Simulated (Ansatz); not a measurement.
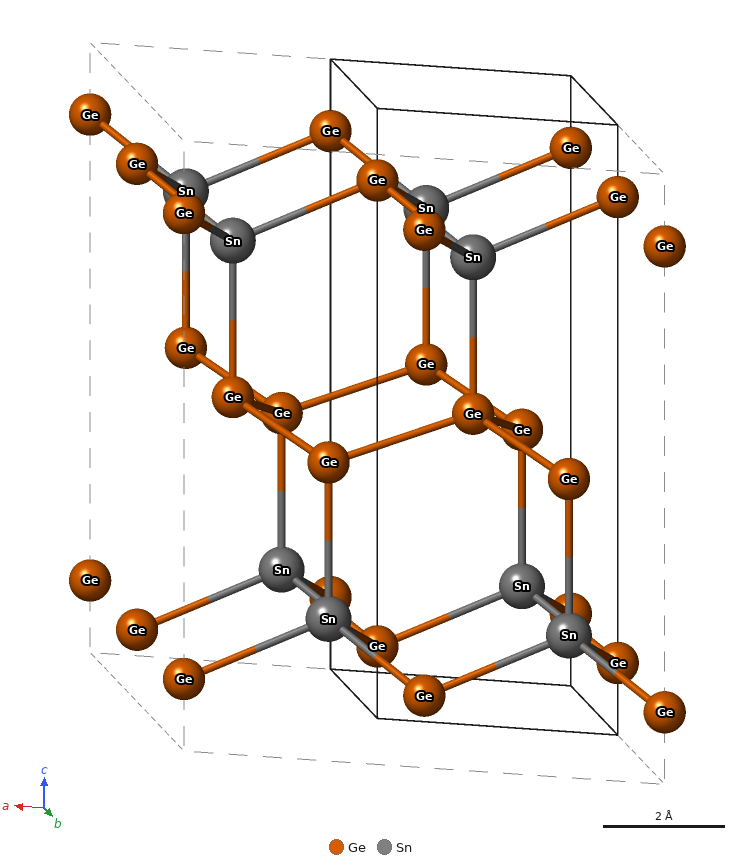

Shown here is a ball-and-stick view of the crystal, taken from a general direction. Shown are 2×2×1 repeats of the conventional unit cell, one of them outlined in solid lines.

SnGe2, space group P-3m1 (No. 164), a = 4.24 Å, b = 4.24 Å, c = 10.36 Å, α = 90.00°, β = 90.00°, γ = 120.00°.

All computed values are from Ansatz, DFT, PBE with spin-orbit coupling, plane waves, PAW. Settings: a 420 eV plane-wave basis, the zone sampled with 12×12×4 points, Fermi-Dirac smearing of 0.02 eV, no moments seeded, so the run stays non-magnetic, spinor wavefunctions.

What does the calculation say: metal or gapped?

Answer. A metal: bands cross the Fermi level.

Which way would the volume go on relaxing?

Answer. The computed pressure is 2.2 GPa (compressed: it would expand).

Its origin is a structure type filled with these elements by a generator (whether the compound takes this form wasn't checked). Earlier steps of the study, as a rule a relaxation of our own, may have changed the cell and positions, so they can lie some per cent off the listed ones. It went into a calculation with Ansatz.
